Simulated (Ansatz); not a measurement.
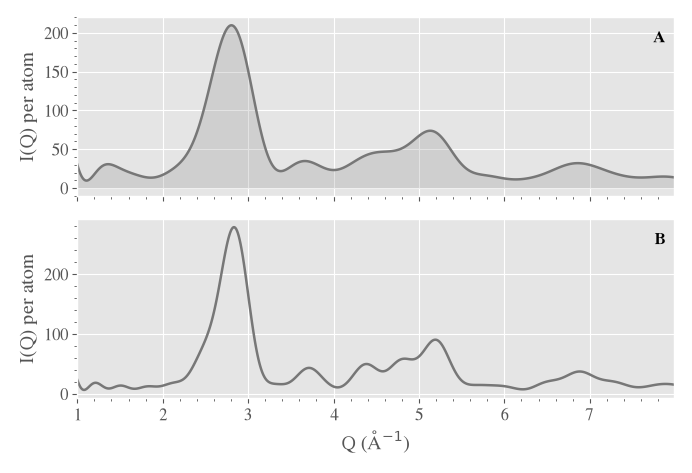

X-ray scattering of spheres cut from the crystal structure of Al (P6_3/mmc, a = 2.857 Å, b = 2.857 Å, c = 4.610 Å, α = 90.00°, β = 90.00°, γ = 120.00°), calculated atom by atom with the Debye equation (B = 0.5 Å², no relaxation of the surface). Basis of the simulation: the geometry relaxed with DFT, PBEsol, plane waves (420 eV) with PAW, scalar-relativistic (Ansatz 0.2.0); the starting structure was generated, so it need not be a known form of this composition.

**The spheres are 14 and 20 Å across. Which curve is which?**

curve A: 14 Å (87 atoms); curve B: 20 Å (269 atoms). Peak widths go roughly as 2π/D, so the largest sphere has the sharpest peaks.

**Index the main peaks of the largest sphere.**

Q ≈ 2.83 Å⁻¹: 002 + 101; Q ≈ 3.71 Å⁻¹: 102; Q ≈ 4.39 Å⁻¹: 110; Q ≈ 5.19 Å⁻¹: 112 + 201; Q ≈ 6.88 Å⁻¹: 211 + 114.
